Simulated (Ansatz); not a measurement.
**PbI2: band-structure calculation**

System: PbI2 (P-3m1, 3 atoms in the cell).
Method: DFT, PBE, plane waves, PAW, no spin polarisation (Ansatz 0.2.0).

The structure was built on a prototype by a generator. The geometry comes from this level: r2scan-rvv10 (a point of a series of strains). Figures and captions count atoms from 1; the log counts them from 0 in places.

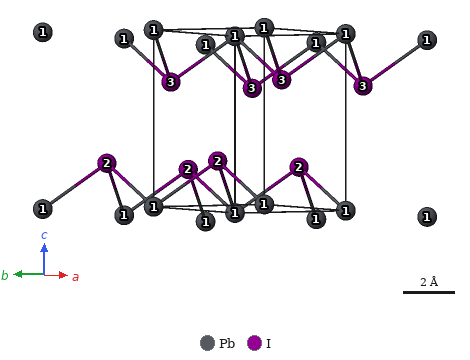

*The input geometry (ball-and-stick view of the cell of the calculation, repeated 2 × 2 × 1, seen at an oblique angle; atoms are numbered from 1 in the order of the input). An atom can appear more than once, as a periodic image.*

Near neighbours in the periodic cell (some may lie outside the picture): Pb has 6 I at 3.24 Å; I has 3 Pb at 3.24 Å.

### Input
```yaml
crystal:
  lattice:
    - [4.5640817504, 0.0, 0.0]
    - [-2.2820408752, 3.9526107408, 0.0]
    - [0.0, 0.0, 7.0475120173]
  atoms:
    - { symbol: Pb, position: [0.0, 0.0, 0.0] }
    - { symbol: I, position: [0.3333333333, 0.6666666667, 0.266706802] }
    - { symbol: I, position: [0.6666666667, 0.3333333333, 0.733293198] }
kpoints:
  mp_grid: { grid: [6, 6, 4] }
  band_path:
    path:
      - [0.0, 0.0, 0.0]
      - [0.5, 0.0, 0.0]
      - [0.3333333333, 0.3333333333, 0.0]
      - [0.0, 0.0, 0.5]
      - [0.5, 0.0, 0.5]
      - [0.3333333333, 0.3333333333, 0.5]
    npoints: 1
hamiltonian:
  xc: pbe
scf:
  occupations: { method: fermi_dirac, width: 0.02 }
  n_extra_bands: 4
output:
  forces: true
  stress: true
  eigenvalues: true
  write_density: true
  write_potential: true
  elf: true
  volumetric_format: npy
```

Run as:
```bash
ansatz run input.yaml --threads 4 --pin off --max-ram 4608MiB --backend cpu --events-out ev --progress --plain --runs-dir out
```

### Output
```
scf.n_extra_bands = 4 over 24 filled bands (N_el = 48.0): the run solves 28 bands
Engine: ansatz 0.2.0, aarch64-unknown-linux-gnu
Pseudopotentials: kind: paw
Pseudopotential: Pb, paw, valence charge 14, recommended cutoff 420 eV (normal), Pb.paw.azcp
Pseudopotential: I, paw, valence charge 17, recommended cutoff 420 eV (normal), I.paw.azcp
Functional definition: PBE
  parameter kappa = 0.804
  parameter beta = 0.06672455060314922
  exchange = pbe_x(kappa = kappa, mu = beta*pi^2/3)
  correlation = pbe_c(beta = beta)
Crystal: 3 atoms, lattice volume = 127.137 Å³
Basis set: ecut = 420 eV, 2489 PW (Γ), exchange–correlation on 64×64×96 points (8 copies of the dense FFT grid, shifted against one another)
Bands: 28, of which v1, the nominal top of the filled ones, is band 24 counted from 1 (23 counted from 0)
Symmetry: 12 space group operations
Space group: P-3m1 (ITA 164), of the structure as read, at distance tolerance 5.0e-5 Å
k-points: 24 of 144
Non-local potential: Pb, projectors of the file, l = 0: 2, l = 1: 2, l = 2: 2, l = 3: 2
Non-local potential: I, projectors of the file, l = 0: 2, l = 1: 2, l = 2: 2, l = 3: 2
PAW form: soft (Blöchl's): semilocal exchange-correlation on the pseudo side does not see the compensation charge
PAW one-centre angular grid: Pb, 590 points (default); XC on 64 Gauss nodes
PAW one-centre angular grid: I, 590 points (default); XC on 64 Gauss nodes
Initial density: superposition of atomic densities (neutral atoms: chi_scale 0, normalization atom), corrected by the library's trained network
Initial wavefunctions: pseudopotential atomic-orbital guess
Functional: x = pbe(κ = 0.804, μ = 0.2195149727645171), c = pbe(β = 0.06672455060314922)
SCF iter   1: F=—  HF=-26934.202584 eV  |F-HF|=—  |Δ(HF+E_count)|=         —  Δρ=6.25e-4  dr2=3.50e-4  ethr=1.77e-3  ⟨swp⟩=8.4  Hψ=3327  notcnv=0
preconditioner: auto → Resta (q_TF=auto, 2.319 Å⁻¹)  ε∞=2.9  [insulator: Δε(μ)=2.233 eV  Ē_g=12.792 eV  σ=0.020 eV  W_gap=1.00  n_scr=22 (ndim 8)  ℏωp=17.4 eV  f_vac=0.123  D(μ)=0.00/eV (n_scr^D=0)  ε∞_Penn≈2.9]
SCF iter   2: F=—  HF=-26934.200916 eV  |F-HF|=—  |Δ(HF+E_count)|=   1.67e-3  Δρ=4.27e-4  dr2=1.96e-4  ethr=7.29e-7  ⟨swp⟩=3.0  Hψ=1813  notcnv=0
SCF iter   3: F=—  HF=-26934.200952 eV  |F-HF|=—  |Δ(HF+E_count)|=   3.60e-5  Δρ=2.68e-4  dr2=5.78e-5  ethr=4.09e-7  ⟨swp⟩=2.3  Hψ=1249  notcnv=0
SCF iter   4: F=—  HF=-26934.201046 eV  |F-HF|=—  |Δ(HF+E_count)|=   9.45e-5  Δρ=5.07e-5  dr2=2.70e-6  ethr=1.20e-7  ⟨swp⟩=2.0  Hψ=1308  notcnv=0
SCF iter   5: F=—  HF=-26934.201052 eV  |F-HF|=—  |Δ(HF+E_count)|=   5.47e-6  Δρ=3.91e-5  dr2=1.67e-6  ethr=5.62e-9  ⟨swp⟩=2.0  Hψ=888  notcnv=0
SCF iter   6: F=-26934.201051 eV  HF=-26934.201051 eV  |F-HF|=5.96e-9  |Δ(HF+E_count)|=   5.14e-7  Δρ=4.24e-6  dr2=2.09e-8  ethr=2.08e-10  ⟨swp⟩=9.5  Hψ=5449  notcnv=0
SCF 1 converged in 6 iterations: F = -26934.201051 eV  dr2 = 2.09e-8
  greatest PAW one-centre occupation: 0.999 electrons in one spin orbital (limit 2), on the I atom at site 2 (counted from 0), in its partial waves of l = 2
```

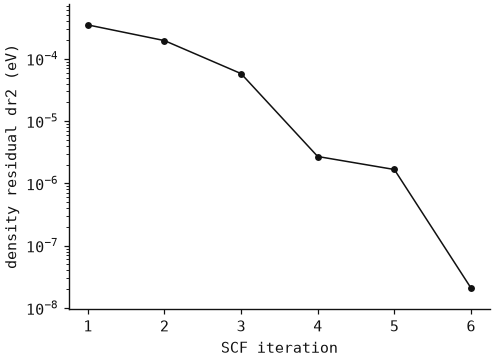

*Convergence of the self-consistent field: density residual dr2 against the SCF iteration.*

The residual falls at every step.

```
NSCF: frozen V_eff on 6 k-points
SCF converged after 6 iterations
Free energy (F): -26934.201051 eV
Harris-Foulkes:  -26934.201051 eV  (|F-HF|=5.96e-9)
Internal energy: -26934.201051 eV  (E = F + TS)
E sigma→0 (E₀):  -26934.201051 eV
Fermi energy:    6.117610 eV
--- Per-component energies (eV) ---
  E_band       = -877.838463
  E_kinetic    = 663.727330
  E_local      = -5515.576386  (includes V_loc(G=0)·N_el)
  E_nonlocal   = 167.981396
  E_hartree    = 2678.807489
  E_xc         = -476.996001
  E_vxc        = -389.395663  (∫ρ·V_xc dr)
  E_paw        = -20034.799452  (= ΣΔE_a)
  E_vpaw       = -1162.185635  (= ΣTr[D̂ρ^β])
  E_aug_tail   = 0.000035  (compensation charges beyond the density's cutoff)
  E_ewald      = -4417.345462
  E_smearing   = -0.000000  (= −TS)
  E_closure    = 0.000000  (closes the sum)
  Σ components = -26934.201051   (vs F -26934.201051, Δ=0.00e0)
--- Forces (eV/Å), atoms counted from 1 ---
  atom   1  Pb     0.00000000    -0.00000000     0.00000000
  atom   2  I      0.00000000    -0.00000000     0.04669079
  atom   3  I     -0.00000000     0.00000000    -0.04669079
  max |Σ_I F_I| component: 2.31e-18 eV/Å
--- Stress (GPa, compression-positive) ---
        1.276984       0.000000      -0.000000
       -0.000000       1.276984      -0.000000
       -0.000000      -0.000000       1.217224
  P = ⅓ Tr σ = 1.2571 GPa (12.571 kbar)
--- Band table (eV; the first three rows and the last of 24) ---
  k-point 0: bands = ["-38.8879", "-38.8878", "-38.8877", "-38.8877", "-38.8873", "-38.8873", "-38.8829", "-38.8829", "-38.8829", "-38.8829", "-11.1521", "-11.1521", "-11.1380", "-11.1316", "-11.1316", "-7.1543", "-6.4469", "-1.9236", "3.8523", "4.0201", "4.0201", "4.1006", "4.1006", "4.2564", "7.4938", "8.3427", "8.3427", "11.3804"]
  k-point 1: bands = ["-38.8879", "-38.8878", "-38.8877", "-38.8877", "-38.8874", "-38.8874", "-38.8829", "-38.8829", "-38.8828", "-38.8828", "-11.1521", "-11.1521", "-11.1380", "-11.1316", "-11.1316", "-7.0879", "-6.5427", "-1.8332", "3.3717", "3.9299", "3.9299", "4.2111", "4.2111", "4.7260", "7.3652", "8.2529", "8.2529", "11.4943"]
  k-point 2: bands = ["-38.8878", "-38.8878", "-38.8876", "-38.8876", "-38.8874", "-38.8874", "-38.8829", "-38.8829", "-38.8828", "-38.8828", "-11.1520", "-11.1520", "-11.1379", "-11.1316", "-11.1316", "-6.9874", "-6.6716", "-1.7405", "3.0921", "3.8847", "3.8847", "4.2770", "4.2770", "5.0017", "7.2323", "8.1668", "8.1668", "11.3838"]
  k-point 23: bands = ["-38.8878", "-38.8878", "-38.8877", "-38.8875", "-38.8875", "-38.8874", "-38.8828", "-38.8827", "-38.8827", "-38.8827", "-11.1687", "-11.1687", "-11.1293", "-11.1293", "-11.1252", "-6.3645", "-6.3645", "-2.4440", "2.0742", "2.0742", "2.3762", "4.2239", "4.2239", "4.8707", "8.2881", "8.2881", "9.0988", "12.0755"]
```

### File rho_z.tsv
```
# z_ang	rho[e/angstrom^3]
# format = ansatz-planar-average/11
# lattice	4.564081750	0.000000000	0.000000000
# lattice	-2.282040875	3.952610741	0.000000000
# lattice	0.000000000	0.000000000	7.047512017
# sites	3
# site	82	0.000000000	0.000000000	0.000000000
# site	53	0.000000000	2.635073827	1.879619392
# site	53	2.282040875	1.317536914	5.167892625
0.000000	6.430493e-1
0.146823	6.083314e-1
0.293646	5.199780e-1
0.440470	4.125357e-1
0.587293	3.160593e-1
0.734116	2.494034e-1
0.880939	2.182389e-1
1.027762	2.178512e-1
1.174585	2.442305e-1
1.321409	3.302766e-1
1.468232	5.046649e-1
1.615055	7.169463e-1
1.761878	8.748018e-1
1.908701	9.119219e-1
2.055524	8.129163e-1
2.202348	6.150724e-1
2.349171	3.985727e-1
2.495994	2.450866e-1
2.642817	1.683485e-1
2.789640	1.233908e-1
2.936463	8.820239e-2
3.083287	6.290750e-2
3.230110	4.612735e-2
3.376933	3.680801e-2
3.523756	3.373361e-2
3.670579	3.680801e-2
3.817402	4.612735e-2
3.964226	6.290750e-2
4.111049	8.820239e-2
4.257872	1.233908e-1
4.404695	1.683485e-1
4.551518	2.450866e-1
4.698341	3.985727e-1
4.845165	6.150724e-1
4.991988	8.129163e-1
5.138811	9.119219e-1
5.285634	8.748018e-1
5.432457	7.169463e-1
5.579280	5.046649e-1
5.726104	3.302766e-1
5.872927	2.442305e-1
6.019750	2.178512e-1
6.166573	2.182389e-1
6.313396	2.494034e-1
6.460219	3.160593e-1
6.607043	4.125357e-1
6.753866	5.199780e-1
6.900689	6.083314e-1
```

### File v_z.tsv
```
# z_ang	v_es[eV]	v_tot[eV]
# format = ansatz-planar-average/11
# xc	pbe
# density_cutoff_ev	1680
# datasets	Pb=:simpson_from_first_knot:soft	I=:simpson_from_first_knot:soft
# lattice	4.564081750	0.000000000	0.000000000
# lattice	-2.282040875	3.952610741	0.000000000
# lattice	0.000000000	0.000000000	7.047512017
# sites	3
# site	82	0.000000000	0.000000000	0.000000000
# site	53	0.000000000	2.635073827	1.879619392
# site	53	2.282040875	1.317536914	5.167892625
0.000000	2.928828e-1	-9.474540e0
0.146823	3.703855e-1	-9.348814e0
0.293646	6.424268e-1	-8.931974e0
0.440470	1.201596e0	-8.145594e0
0.587293	2.111004e0	-6.980302e0
0.734116	3.260795e0	-5.622217e0
0.880939	4.213906e0	-4.560142e0
1.027762	4.555924e0	-4.206432e0
1.174585	4.424834e0	-4.430544e0
1.321409	4.370249e0	-4.660700e0
1.468232	4.613107e0	-4.588872e0
1.615055	5.048095e0	-4.254219e0
1.761878	5.480758e0	-3.827362e0
1.908701	5.712921e0	-3.504690e0
2.055524	5.704154e0	-3.322569e0
2.202348	5.604757e0	-3.109477e0
2.349171	5.663512e0	-2.612191e0
2.495994	6.077495e0	-1.657613e0
2.642817	6.905519e0	-2.464785e-1
2.789640	7.999895e0	1.435688e0
2.936463	9.031192e0	3.034817e0
3.083287	9.731921e0	4.233915e0
3.230110	1.013134e1	5.031912e0
3.376933	1.034406e1	5.503103e0
3.523756	1.041050e1	5.658558e0
3.670579	1.034406e1	5.503103e0
3.817402	1.013134e1	5.031912e0
3.964226	9.731921e0	4.233915e0
4.111049	9.031192e0	3.034817e0
4.257872	7.999895e0	1.435688e0
4.404695	6.905519e0	-2.464785e-1
4.551518	6.077495e0	-1.657613e0
4.698341	5.663512e0	-2.612191e0
4.845165	5.604757e0	-3.109477e0
4.991988	5.704154e0	-3.322569e0
5.138811	5.712921e0	-3.504690e0
5.285634	5.480758e0	-3.827362e0
5.432457	5.048095e0	-4.254219e0
5.579280	4.613107e0	-4.588872e0
5.726104	4.370249e0	-4.660700e0
5.872927	4.424834e0	-4.430544e0
6.019750	4.555924e0	-4.206432e0
6.166573	4.213906e0	-4.560142e0
6.313396	3.260795e0	-5.622217e0
6.460219	2.111004e0	-6.980302e0
6.607043	1.201596e0	-8.145594e0
6.753866	6.424268e-1	-8.931974e0
6.900689	3.703855e-1	-9.348814e0
```

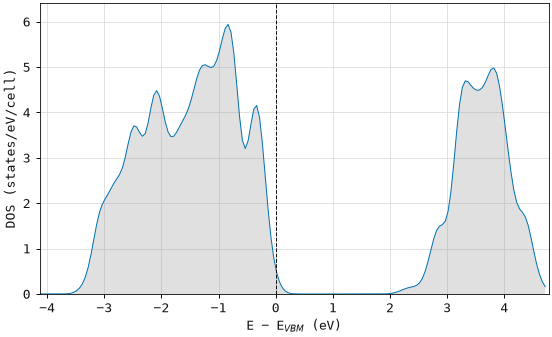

*Density of states (the curve is built from the levels of the k mesh with Gaussians 0.3 eV wide, which also blur the band edges), with energies from the valence-band top.*

There is a gap of 2.23 eV on the k-point mesh. Small ripples come from the finite k-point mesh.

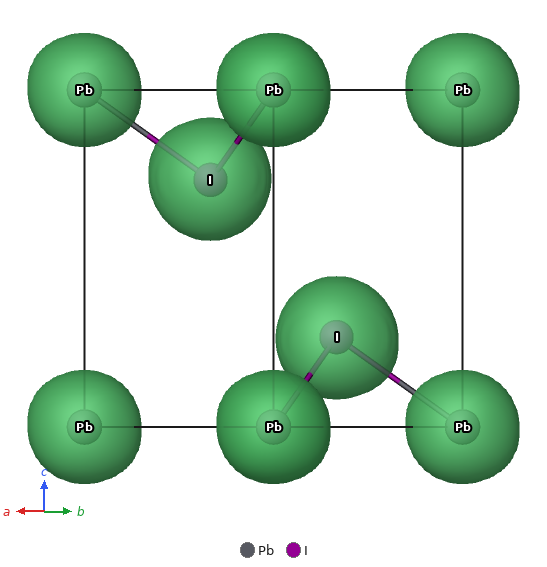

*Isosurface of the valence electron density at 0.3 e/Å³ (green), seen along [110]. Sticks mark near contacts. The outline is the cell set on symmetry axes.*

At this value the density breaks into separate islands; it holds about 85 % of the electrons treated as valence (semicore included). It is pinched off along the Pb–I (3.24 Å) contacts. On the grid the lowest density along these lines, outside the cores, is 0.19 e/Å³ (Pb–I, 3.24 Å). Core electrons are frozen (PAW), so the fields are smoothed inside the atomic spheres.

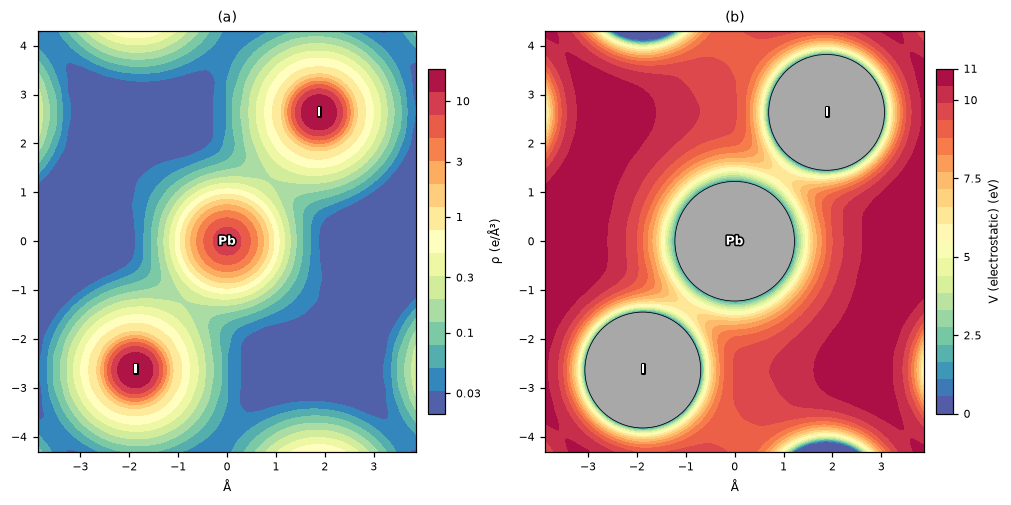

*(a) valence electron density; (b) electrostatic potential energy of an electron on the (110) plane of the conventional cell. Grey discs, where drawn, cover atomic cores.*

Atoms in the plane: Pb and I. Pb–I (3.24 Å): ρ at the midpoint is about 0.2 e/Å³. Away from the nuclei the density in this plane falls to 0.004 e/Å³ at its lowest. Outside the cores the potential energy rises away from the atoms and is highest about 3.0 Å from the nearest atoms; outside the discs it spans about 10 eV, and its zero is arbitrary.

### Summary

| quantity | value |
| --- | --- |
| outcome | converged |
| space group (tolerance 0.01 Å) | P-3m1 (164) |
| electrons treated | 48 |
| free energy | −26934.2011 eV |
| Fermi energy | 6.118 eV |
| gap on the k-point mesh | 2.23 eV |
| pressure | 1.26 GPa |
| largest force (length of the vector) | 0.047 eV/Å |
| hardware | 4 threads of Arm Neoverse V2, 24 GiB of memory available, shared host |
| wall time | 1.7 s (CPU time 6 s) |
| peak memory | 0.45 GiB |

Spin–orbit coupling is left out, which matters for Pb.
